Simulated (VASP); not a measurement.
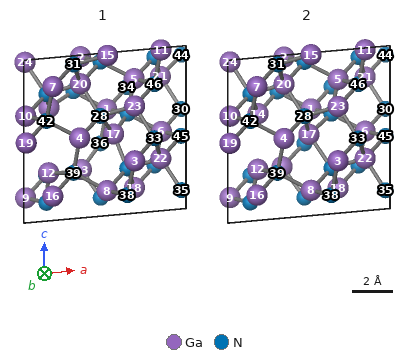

Two geometries of a defect cell of composition Ga$_{24}$N$_{23}$, drawn at one scale. One is the start of a relaxation, the other its converged end. The picture is a ball-and-stick view of the cell of the calculation (origin shifted), seen along the b axis.

All numbers below come from VASP, Kohn-Sham DFT of a periodic cell, PBE, VASP PAW PBE potentials, recommended. Set-up: plane-wave cutoff 450 eV; k-point mesh 2 × 2 × 2; occupations gaussian; smearing width 0.01 eV; no spin polarisation.

> Which one is relaxed?

Structure 1 is the relaxed one. The run lets the atoms move in a fixed cell. Over 19 geometry steps the energy falls by 2.143 eV per cell of the calculation. The largest force component goes from 2.4 to 0.02 eV/Å. The largest move is that of a Ga atom, 0.45 Å along [3 −1 0]. Largest moves by element: Ga 0.45 Å, N 0.04 Å. The lattice vectors keep their values. Some distances before and after: Ga–N 2.078 → 1.887 Å, Ga–N 2.048 → 1.887 Å, Ga–N 2.028 → 1.892 Å, Ga–N 1.991 → 1.884 Å. Bond angles that change, for instance: N–Ga–N 102.4° → 117.5°, Ga–N–Ga 112.5° → 98.6°, N–Ga–N 106.1° → 118.8°. It ran on 1 × NVIDIA H100 80GB with 1 thread of AMD EPYC 7R13 Processor (Zen 3), on a shared host.

Limits of the set-up: the periodic images lie only 8.3 Å apart, so the values are limited by the cell's size.
